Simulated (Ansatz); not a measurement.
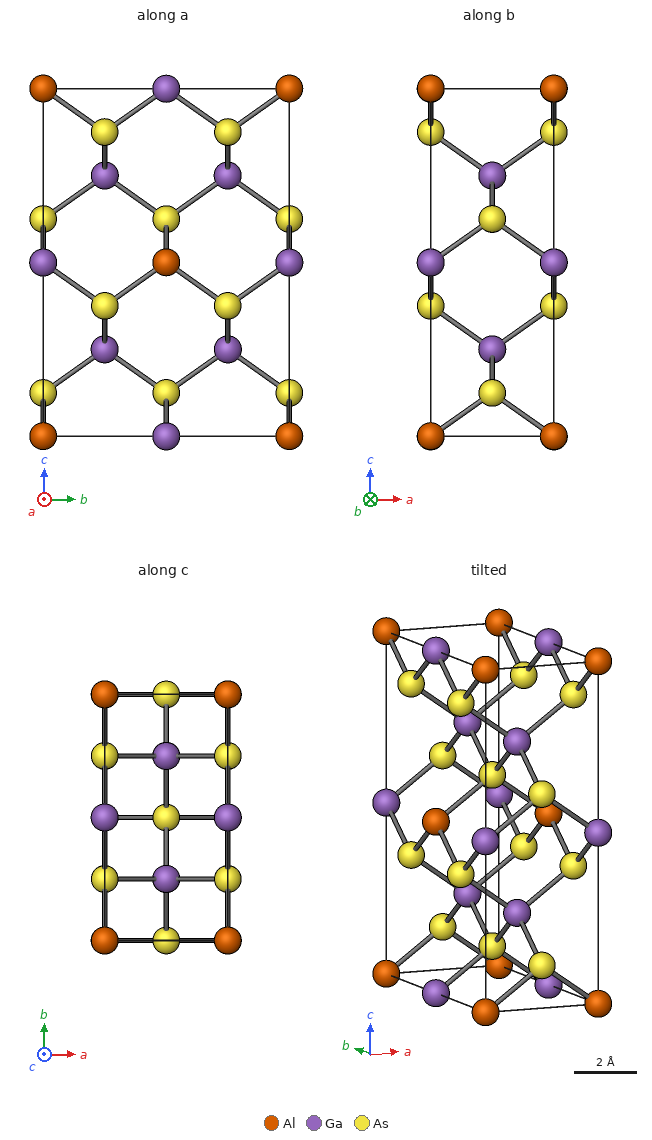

Shown here is a ball-and-stick view of the crystal, taken along the a axis, along the b axis, along the c axis and slightly off an axis. The conventional unit cell is drawn as a box.

Lattice parameters: a = 4.012 Å, b = 8.021 Å, c = 11.329 Å, α = 90.00°, β = 90.00°, γ = 90.00°. Put a along x and b in the xy plane.

**Convert the drawing into a POSCAR file.**

```
Al Ga As
1.0
     4.012    0.000    0.000
     0.000    8.021    0.000
     0.000    0.000   11.329
Al Ga As
2 6 8
Direct
  0.0000 0.5000 0.5004
  0.0000 0.0000 0.0004
  0.5000 0.2504 0.7500
  0.5000 0.7496 0.7500
  0.0000 0.5000 0.9997
  0.5000 0.7504 0.2500
  0.5000 0.2496 0.2500
  0.0000 0.0000 0.4997
  0.5000 0.5000 0.6247
  0.0000 0.2496 0.8751
  0.0000 0.7504 0.8751
  0.5000 0.5000 0.1249
  0.5000 0.0000 0.1247
  0.0000 0.7496 0.3751
  0.0000 0.2504 0.3751
  0.5000 0.0000 0.6249
```

The cell started as a structure type filled with these elements by a generator (whether the compound takes this form wasn't checked). Atoms and cell were optimised with DFT, r2SCAN, plane waves, PAW (Ansatz 0.2.0).
